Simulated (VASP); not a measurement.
System: zincblende SiC, space group F-43m (No. 216), 2 atoms in the primitive cell; cubic a = 4.358 Å. Starting point: PBE, VASP PAW PBE potentials, release 64 (Si_GW, C_GW), no spin polarisation, no spin-orbit coupling, 6×6×6 k mesh, 500 eV cutoff, Gaussian smearing of 0.01 eV (VASP). Many-body step: G0W0 with GW iterations 1, cutoff of the response function 150 eV, frequency points 48 and empty bands 77.

In PBE the smallest gap over these k points is 1.35 eV, with direct gaps of 4.54 eV at X, 6.23 eV at Γ and 6.48 eV at L.

### What does G0W0 give?

Over the k points that were corrected, the smallest gap goes from 1.35 eV in PBE (Γ to X) to 2.15 eV in G0W0 (Γ to X), a change of +0.80 eV (+60 %). Counted from the valence top, the lowest empty level moves by +0.80 eV at X, +1.11 eV at Γ and +1.10 eV at L; over the 16 points that were corrected the shifts run from +0.80 to +1.17 eV: a spread of 0.37 eV on a mean of 1.01 eV, so one scissor shift doesn't describe this level. The top filled level also moves against the valence top, by −0.28 eV at (−0.33, 0.50, 0.17). Down to 7.8 eV under the top, the filled levels drop by about 0.05 eV more for each eV of depth, so the valence band is stretched by about 5 %.

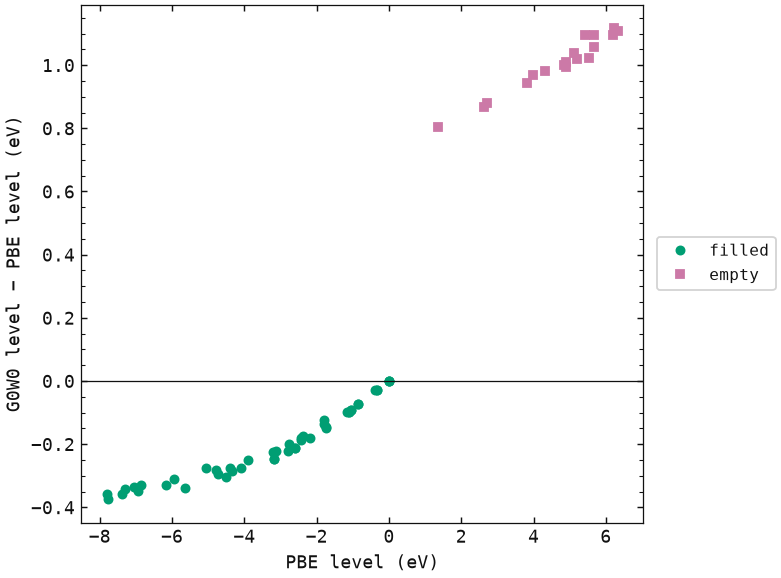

Change of each level from PBE to G0W0 against its PBE energy, both sets counted from their own valence top. Levels over 8 eV under the top or 5 eV above the conduction bottom aren't drawn.

```
k point  PBE direct gap (eV)  G0W0 direct gap (eV)
      X                 4.54                  5.59
      Γ                 6.23                  7.34
      L                 6.48                  7.66
```

Bands, screening cutoff and mesh are small and nothing is extrapolated, so the quasiparticle values aren't converged.
